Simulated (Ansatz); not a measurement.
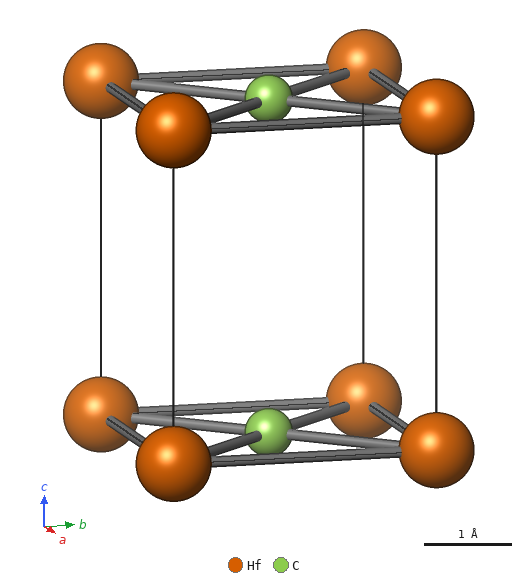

This ball-and-stick model is shown slightly off an axis. The lines enclose the conventional unit cell; boundary atoms appear with their images. Cell: a = 3.15 Å, b = 3.15 Å, c = 3.92 Å, α = 90.00°, β = 90.00°, γ = 90.00°.

The structure comes from a structure type filled with these elements by a generator (whether the compound takes this form wasn't checked). Earlier steps of the study may have refined or changed the cell and positions. A calculation with Ansatz used it as input.

Question: What structure is drawn here?

Answer: Composition: HfC. Space group: P4/mmm (No. 123). Lattice: primitive tetragonal. There are 2 atoms in the cell: 1 Hf, 1 C. The neighbours of Hf are four Hf and four C (about 3.1 Å to Hf, 2.2 Å to C). The coordination shell of C holds four Hf in a square planar arrangement at about 2.2 Å. The bonds build HfC layers parallel to (001).

Setup: DFT PBE, scalar-relativistic, plane waves, PAW (Ansatz 0.2.0); cutoff 420 eV, an 18×18×14 k-point grid, Gaussian smearing of 0.1 eV, no spin polarisation.

Question: Is it a metal or an insulator at this level of theory?

Answer: A metal: bands cross the Fermi level.

Question: State the Bader charges by element.

Answer: Hf +1.82 e; C -1.82 e.

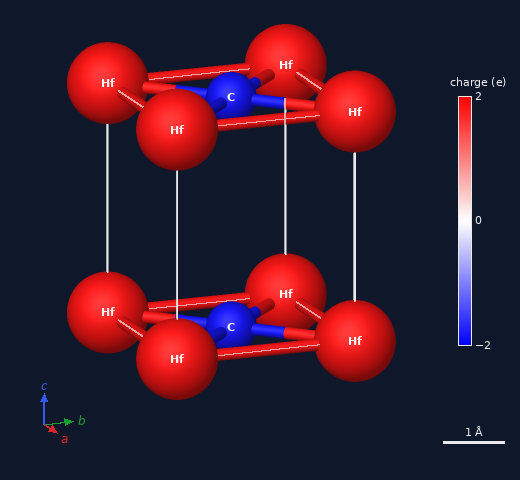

The atoms coloured by those charges. The run's cell of 2 atoms is drawn.

Question: Are forces and stress small enough to call this relaxed?

Answer: Yes. All forces vanish to within 0.01 eV/Å. The pressure is 0.0 GPa, close to zero.
